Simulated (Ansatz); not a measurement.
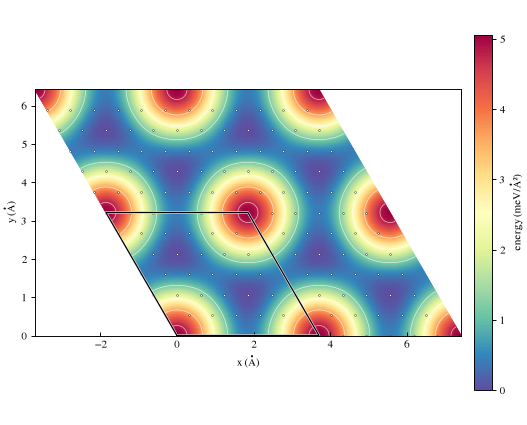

A bilayer of two PtSe₂ sheets (1T type), the upper one turned by 180 degrees about the normal (6 atoms in the cell). The upper layer of a bilayer is slid over the lower one; relaxed at each slide: nothing; the origin of the map has Se4 above Se3; the distance between the facing planes is held at 3.56 Å. Places are given modulo a cell vector. The map is drawn in real space over the plane of the slide. Grid: 6 × 6 points; 7 points were computed and 29 follow by symmetry. Energies are in meV/Å², from the lowest grid point. At a held distance the lowest stacking need not be the one that binds best once the distance relaxes. Method: DFT PBE+D3(BJ), scalar-relativistic, plane waves, PAW (Ansatz 0.2.0). Settings: cutoff 420 eV, k-mesh 9×9×1, gaussian smearing 0.05 eV, no spin polarisation.

Drawn: a smooth colour map with a few white contour lines, dots at the grid points, the outline of one cell of the 2 × 2 shown. Between grid points the surface is interpolated.

The lowest grid point is at (2/6, 4/6) of the cell vectors; the map holds 2 wells of about this depth. The highest grid point, (0/6, 0/6) of the cell vectors, lies 5.06 meV/Å² above the lowest. On the interpolated surface the easiest way out of the lowest well to a well of about the same depth near (4/6, 2/6) of the cell vectors passes a barrier of about 0.42 meV/Å². Facing atoms of the upper layer at the lowest point: Se above Se of a deeper plane, the Pt behind them above Se; at the highest: Se above Se, the Pt behind them above Pt.

The scan is repeated with another setting: the distance between the facing planes is held at 3.71 Å; all else is set up alike.

Q: How does the landscape change?

A: The lowest place stays at (2/6, 4/6) of the cell vectors. The span from the lowest to the highest grid point shrinks from 5.06 to 3.21 meV/Å². The easiest pass out of the lowest well goes from about 0.42 to about 0.28 meV/Å² on the interpolated surfaces. Further apart, the short-range repulsion between facing atoms, which depends on the stacking, fades. In the new map: facing atoms of the upper layer at the lowest point: Se above Se of a deeper plane, the Pt behind them above Se; at the highest: Se above Se, the Pt behind them above Pt.

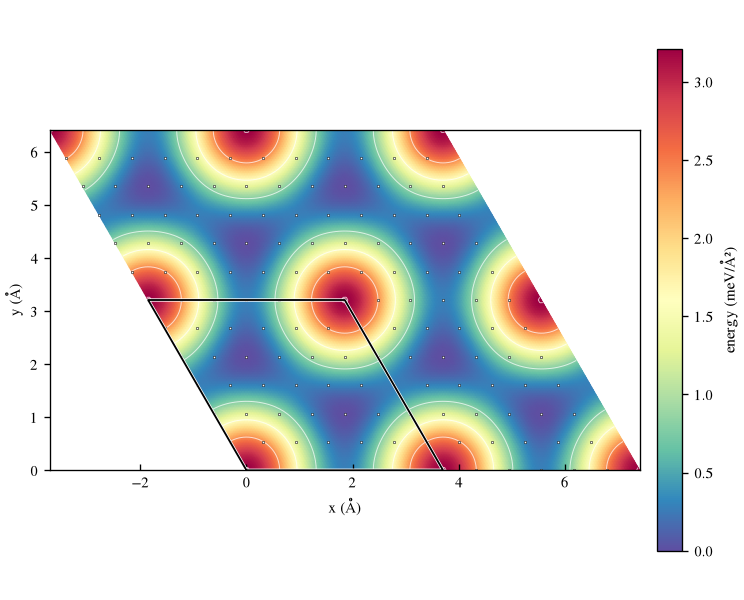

The map after the change, on a colour scale of its own. The picture shows a smooth colour map with a few white contour lines, dots at the grid points, the outline of one cell of the 2 × 2 shown. Between grid points the surface is interpolated.

PAW datasets: the set soft_1.
